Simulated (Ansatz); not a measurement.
**Single-point calculation, with input and output: ZrN (part 2 of 2)**

ZrN (slab, 24 atoms in the cell); DFT PBE+D3(BJ), scalar-relativistic, plane waves, PAW, no spin polarisation (Ansatz 0.2.0); cutoff 420 eV, 3×3×1 k-mesh, Gaussian smearing of 0.1 eV. The structure derives from an entry of the Crystallography Open Database. It belongs to a series of runs on one base structure; here: the slab at its places in the relaxed adsorbed structure.

Geometry of the input (Å; fractional positions):
```
6.4476  0.0000  0.0000
0.0000  6.4476  0.0000
0.0000  0.0000  24.2146
Zr 0.2500  0.2500  0.3304
Zr 0.2500  0.7500  0.3304
Zr 0.7500  0.2500  0.3304
Zr 0.7500  0.7500  0.3304
N  0.5000  0.5000  0.3304
N  0.5000  0.0000  0.3304
N  0.0000  0.5000  0.3304
N  0.0000  0.0000  0.3304
Zr 0.4990  0.5011  0.4241
Zr 0.5016  -0.0005  0.4239
Zr -0.0001  0.4993  0.4224
Zr -0.0003  -0.0010  0.4246
N  0.7497  0.7504  0.4229
N  0.7503  0.2500  0.4237
N  0.2501  0.7505  0.4171
N  0.2500  0.2468  0.4233
Zr 0.7475  0.7571  0.5267
Zr 0.7522  0.2604  0.5139
Zr 0.2231  0.6684  0.5546
Zr 0.2548  0.2315  0.5246
N  -0.0001  0.0134  0.5163
N  0.0036  0.4991  0.5104
N  0.5053  0.0008  0.5227
N  0.4985  0.5034  0.5124
```

**Output, continued**
```
  k-point 0: bands = ["-47.1438", "-46.9168", "-46.6971", "-46.6683", "-46.6215", "-46.5843", "-46.5442", "-46.5113", "-46.3268", "-46.2857", "-46.2663", "-46.2161", "-25.4799", "-25.3016", "-25.2826", "-25.2660", "-25.2526", "-25.1984", "-25.1807", "-25.1211", "-25.1177", "-25.0514", "-25.0510", "-24.9994", "-24.9648", "-24.8779", "-24.8621", "-24.8147", "-24.8034", "-24.6483", "-24.6133", "-24.6064", "-24.5542", "-24.5079", "-24.4953", "-24.4766", "-24.4705", "-24.4202", "-24.4037", "-24.3673", "-24.3662", "-24.3504", "-24.3104", "-24.2942", "-24.1784", "-24.1700", "-24.1330", "-24.1228", "-12.8265", "-12.5174", "-12.2761", "-12.0665", "-11.8433", "-11.5623", "-11.3740", "-11.2105", "-11.0166", "-10.9515", "-10.5803", "-10.5647", "-4.0465", "-4.0432", "-3.9123", "-3.7980", "-3.2007", "-3.0898", "-2.5839", "-2.5732", "-2.3443", "-2.1831", "-2.1709", "-2.1347", "-2.0710", "-1.9324", "-1.8998", "-1.8262", "-1.7059", "-1.6909", "-1.6158", "-1.5953", "-1.3904", "-1.2991", "-1.1678", "-1.1068", "-1.0332", "-0.8459", "-0.4521", "-0.2034", "-0.1893", "-0.1788", "-0.1758", "0.0103", "0.1665", "0.2153", "0.3607", "0.5732", "0.6274", "1.4015", "1.7318", "1.7577", "2.2086", "2.3901", "3.1701", "3.2803", "3.3548", "3.7653", "3.8829", "3.8956", "4.0181", "4.1626", "4.1973", "4.3338", "4.4883", "4.6694", "4.7833", "5.0402", "5.1092", "5.1953", "5.2076", "5.2729", "5.3236", "5.4023", "5.4954", "5.5298", "5.6073", "5.6729"]
  k-point 1: bands = ["-47.1434", "-46.9158", "-46.6872", "-46.6709", "-46.6219", "-46.5872", "-46.5488", "-46.5123", "-46.3222", "-46.2785", "-46.2712", "-46.2235", "-25.4711", "-25.2691", "-25.2231", "-25.1932", "-25.1664", "-25.1564", "-25.1307", "-25.0965", "-25.0574", "-25.0453", "-25.0303", "-25.0232", "-24.9839", "-24.9109", "-24.8286", "-24.8155", "-24.8029", "-24.6899", "-24.6704", "-24.6271", "-24.5611", "-24.5329", "-24.5080", "-24.4662", "-24.4611", "-24.4487", "-24.4358", "-24.4034", "-24.3831", "-24.3272", "-24.3190", "-24.3035", "-24.2830", "-24.2641", "-24.1736", "-24.1288", "-12.5202", "-12.2980", "-12.0084", "-11.8474", "-11.7462", "-11.6239", "-11.4846", "-11.4536", "-11.2677", "-11.1698", "-10.8754", "-10.7474", "-3.5211", "-3.4634", "-3.4053", "-3.2390", "-2.7582", "-2.5353", "-2.4314", "-2.3859", "-2.3547", "-2.2417", "-2.1629", "-2.1087", "-1.9614", "-1.9125", "-1.8553", "-1.8062", "-1.7614", "-1.7044", "-1.6652", "-1.6205", "-1.5163", "-1.3975", "-1.3681", "-1.1646", "-1.0718", "-1.0240", "-0.9876", "-0.8728", "-0.7415", "-0.7222", "-0.6481", "-0.6406", "-0.4333", "-0.2883", "0.0162", "0.2047", "1.6507", "1.9010", "2.2427", "2.3764", "2.6251", "2.9222", "3.1074", "3.1833", "3.3638", "3.4047", "3.5985", "3.7053", "3.8715", "3.9276", "4.0506", "4.0880", "4.1745", "4.2596", "4.4458", "4.5682", "4.6323", "4.7295", "4.8896", "4.9256", "5.1046", "5.1991", "5.3893", "5.5221", "5.5942", "5.7316"]
  k-point 2: bands = ["-47.1431", "-46.9175", "-46.6868", "-46.6715", "-46.6174", "-46.5869", "-46.5490", "-46.5156", "-46.3177", "-46.2947", "-46.2559", "-46.2269", "-25.4720", "-25.2530", "-25.2081", "-25.2035", "-25.1884", "-25.1601", "-25.1273", "-25.1012", "-25.0914", "-25.0786", "-25.0428", "-25.0092", "-24.8968", "-24.8802", "-24.8483", "-24.8264", "-24.8169", "-24.6853", "-24.6291", "-24.5952", "-24.5820", "-24.5498", "-24.5387", "-24.4934", "-24.4634", "-24.4507", "-24.4429", "-24.3952", "-24.3706", "-24.3217", "-24.3156", "-24.3081", "-24.2883", "-24.2597", "-24.1602", "-24.1373", "-12.5197", "-12.2981", "-12.0032", "-11.8530", "-11.7368", "-11.6200", "-11.5012", "-11.4245", "-11.2558", "-11.1908", "-10.8671", "-10.7732", "-3.5221", "-3.4529", "-3.4053", "-3.2429", "-2.7395", "-2.5449", "-2.4754", "-2.3959", "-2.3565", "-2.2283", "-2.1465", "-2.1242", "-1.9717", "-1.9448", "-1.8715", "-1.8492", "-1.7454", "-1.7042", "-1.6703", "-1.5847", "-1.4840", "-1.3698", "-1.3301", "-1.1432", "-1.0862", "-1.0179", "-0.9706", "-0.8602", "-0.7727", "-0.7548", "-0.6872", "-0.6180", "-0.4384", "-0.3395", "0.0685", "0.2289", "1.6592", "1.9220", "2.1762", "2.4447", "2.6159", "2.9414", "3.1042", "3.1564", "3.3067", "3.4690", "3.6304", "3.6572", "3.8126", "3.9106", "3.9985", "4.0291", "4.2054", "4.2979", "4.4630", "4.5499", "4.6915", "4.7569", "4.8876", "5.0350", "5.0888", "5.1650", "5.3503", "5.5240", "5.6020", "5.6414"]
  k-point 4: bands = ["-47.1427", "-46.9166", "-46.6791", "-46.6698", "-46.6177", "-46.5921", "-46.5534", "-46.5165", "-46.3124", "-46.2882", "-46.2617", "-46.2333", "-25.4677", "-25.2193", "-25.1688", "-25.1541", "-25.1305", "-25.1018", "-25.0797", "-25.0722", "-25.0416", "-25.0135", "-24.9899", "-24.9293", "-24.9104", "-24.8901", "-24.8726", "-24.8464", "-24.8203", "-24.7154", "-24.6686", "-24.6325", "-24.6187", "-24.5867", "-24.5646", "-24.5434", "-24.5003", "-24.4795", "-24.4532", "-24.4287", "-24.3570", "-24.3217", "-24.3101", "-24.2988", "-24.2816", "-24.2756", "-24.2729", "-24.2486", "-12.3583", "-12.1805", "-11.9122", "-11.8286", "-11.7418", "-11.5822", "-11.5180", "-11.4339", "-11.3054", "-11.2335", "-10.9335", "-10.8670", "-3.3231", "-3.2715", "-3.2110", "-3.1033", "-2.8733", "-2.7766", "-2.5888", "-2.4966", "-2.4612", "-2.3796", "-2.0144", "-1.9318", "-1.8867", "-1.8693", "-1.8284", "-1.8036", "-1.7093", "-1.6880", "-1.6715", "-1.5588", "-1.4755", "-1.4542", "-1.3898", "-1.3472", "-1.2798", "-1.1642", "-1.1099", "-0.9995", "-0.9089", "-0.7759", "-0.5525", "-0.5275", "-0.3115", "-0.2564", "-0.2326", "-0.0312", "1.9503", "2.3915", "2.5569", "2.7122", "2.8171", "2.9512", "3.1248", "3.4057", "3.4295", "3.5244", "3.6185", "3.8773", "3.9872", "4.0247", "4.1702", "4.2397", "4.3594", "4.4416", "4.5713", "4.6286", "4.6618", "4.7762", "4.8687", "4.9624", "5.1982", "5.2763", "5.3386", "5.3978", "5.4882", "5.5848"]
```

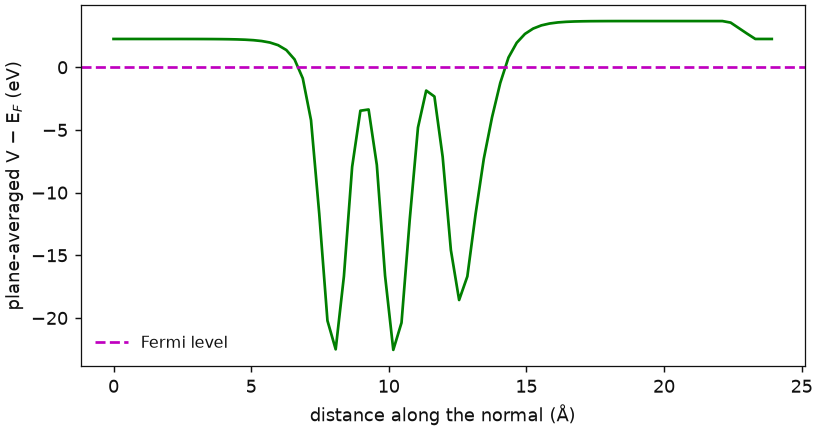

Fig. 1: Plane average of the electrostatic potential energy of an electron across the cell, from the Fermi level. The vacuum level lies 3.69 eV above the Fermi level on the upper side and 2.26 eV on the lower.

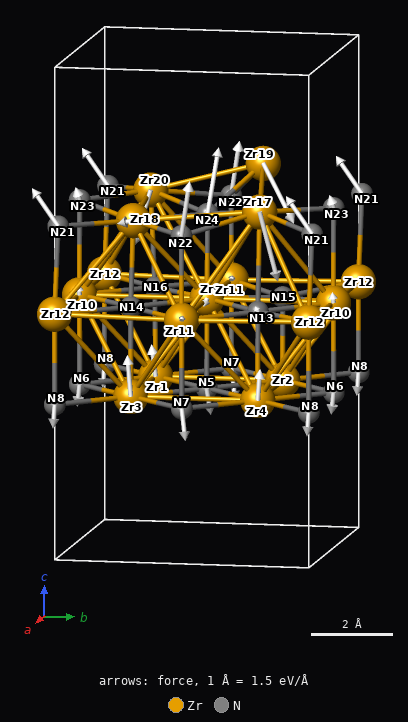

Fig. 2: Forces on the atoms as white arrows (ball-and-stick view of the cell of the calculation, with the vacuum cut short, seen slightly off an axis; atoms are numbered from 1 in the order of the input); the smallest are left out. The largest act on Zr17 (2.79 eV/Å); Zr19 (2.72 eV/Å); N24 (2.54 eV/Å); Zr20 (2.26 eV/Å), among others. The geometry is not a stationary point of this energy.

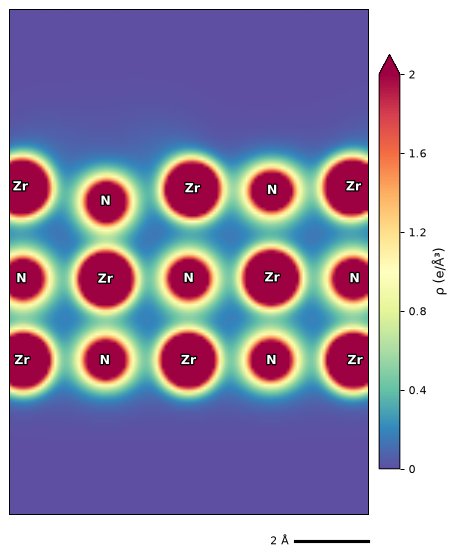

Fig. 3: Valence charge density (pseudo) on the (110) plane of the calculation cell, a cut from vacuum to vacuum. The section cuts through Zr and N sites. Zr–N (2.13 Å): ρ is about 0.66 e/Å³ halfway. Zr–N (2.20 Å): ρ is about 0.58 e/Å³ halfway. Zr–N (2.23 Å): ρ is about 0.53 e/Å³ halfway. Zr–N (2.28 Å): ρ is about 0.47 e/Å³ halfway. Zr–N (2.29 Å): ρ at the midpoint is about 0.45 e/Å³. The density dies away to nearly zero in the vacuum. In a PAW calculation such maps are meaningful between the atoms, not at the nuclei.

**Results in brief**

- outcome: converged
- electrons treated: 204
- free energy: −54850.7691 eV
- work function, top face: 3.69 eV
- work function, bottom face: 2.26 eV
- Fermi energy: 3.024 eV
- gap on the k-point mesh: 0.15 eV
- work function (upper face): 3.69 eV
- largest force (length of the vector): 2.787 eV/Å
- hardware: 4 threads of Arm Neoverse V2, 24 GiB of memory available, shared host
- wall time: 26 s (CPU time 1.7 min)
- peak memory: 2.4 GiB
